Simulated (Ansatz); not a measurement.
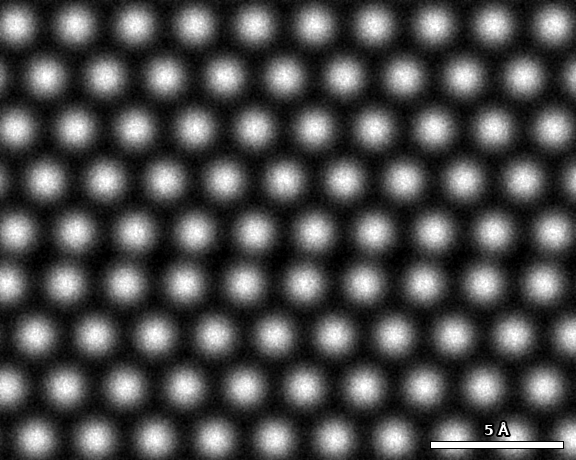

HAADF-like image of Mn (Im-3m, No. 229) along [111]. Simulated incoherent Z contrast: every atom adds Z^1.7 spread by a probe of 1.16 Å full width; channelling and multiple scattering are left out. The probe carries 25 % of its weight in a tail 2.5 times as wide. Shot noise was added.

One planar defect was built into the perfect crystal by geometry alone, without relaxation. Host structure: the geometry given to an electronic-structure calculation, possibly off equilibrium; the starting structure was generated, so it need not be a known form of this composition.

**Find the planar defect and say what kind it is.**

A planar fault (a stacking fault) runs horizontally about 10 Å below the top edge. The part above it is shifted along the boundary by 2/3 of the 2.28 Å repeat of the rows (1.5 Å to the right, the same as 0.8 Å to the left); both parts keep the same orientation.
